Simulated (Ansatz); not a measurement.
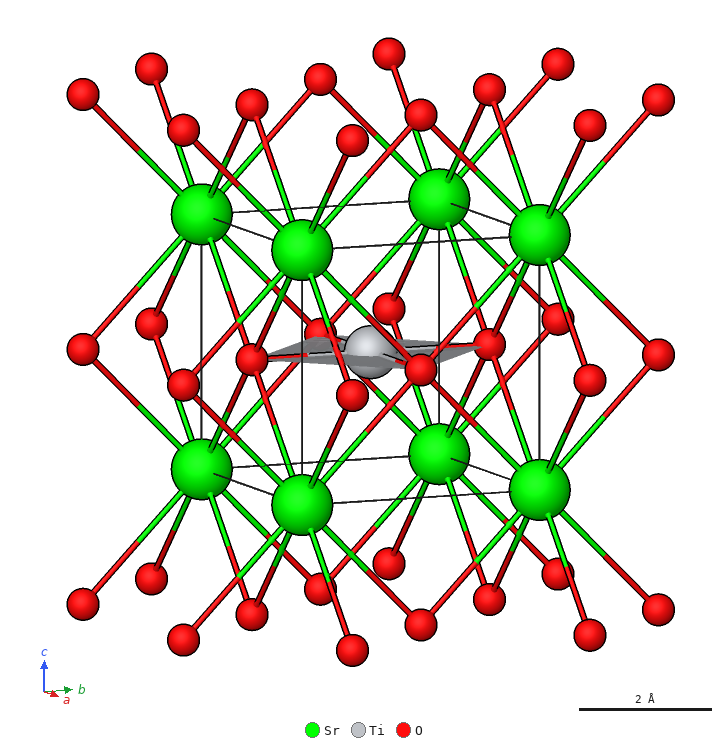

Polyhedral representation of a periodic structure, projected slightly off an axis. Thin lines show the conventional unit cell, with boundary atoms drawn in all their periodic places. Some neighbours outside the box are added. Cell: a = 3.913 Å, b = 3.913 Å, c = 3.913 Å, α = 90.00°, β = 90.00°, γ = 90.00°.

The stoichiometry is SrTiO$_{2}$. The lattice is primitive tetragonal and the space group P4/mmm (No. 123). In the cell are 1 Sr, 1 Ti, 2 O, which makes 1 formula unit. The polyhedra are TiO4 squares; they share corners. Sr is linked to eight O at about 2.8 Å. About every Ti there are four O in a square planar arrangement at about 2.0 Å. O is linked to four Sr and two Ti in a distorted octahedral arrangement (about 2.8 Å to Sr, 2.0 Å to Ti). With all bonds counted the structure is a three-dimensional framework. Leaving out the bonds to Sr, what remains is TiO2 layers parallel to (001).

Source of the structure: a structure listed in the Materials Project. Earlier steps of the study may have refined or changed the cell and positions. It was run through Ansatz as a DFT input.

At this level of theory the cell isn't at rest (compressed, at 15 GPa), so its distances can differ from those at equilibrium, the more so the softer the solid.
